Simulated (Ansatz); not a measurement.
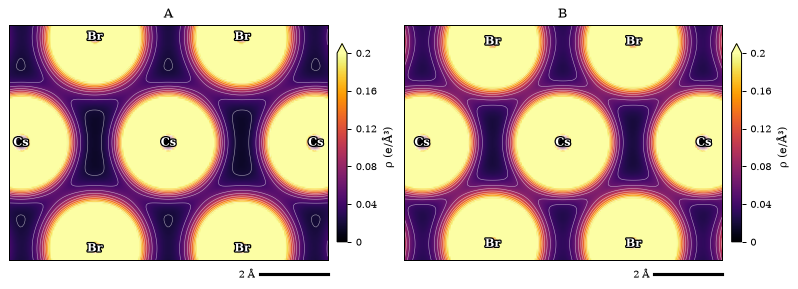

CsBr. The valence pseudo-density of two cells that differ in size, on the (110) plane of each (indices in the axes of the calculation cell), at one length scale and on one colour scale: A has 42.4 Å³ an atom and B 37.0.

Space group P4/mmm.

Theory: DFT r2SCAN, scalar-relativistic, plane waves, PAW (Ansatz 0.2.0).

In a PAW calculation such maps are meaningful between the atoms, not at the nuclei.

The larger cell:

```
CELL_PARAMETERS angstrom
4.41458 0.00000 0.00000
0.00000 4.41458 0.00000
0.00000 0.00000 4.35029
ATOMIC_POSITIONS crystal
Cs 0.00000 0.00000 0.00000
Br 0.50000 0.50000 0.50000
```

The smaller cell: a = 4.222 Å, b = 4.222 Å, c = 4.157 Å, α = 90.00°, β = 90.00°, γ = 90.00°.

Question: What changes from the larger cell to the smaller?

Answer: From the larger cell to the smaller, Cs–Br goes from 3.80 to 3.64 Å, and the density at its midpoint from 0.05 to 0.07 e/Å³; the pressure goes from −0.6 to 1.7 GPa; the Kohn–Sham gap goes from 4.9 eV to 5.3 eV.
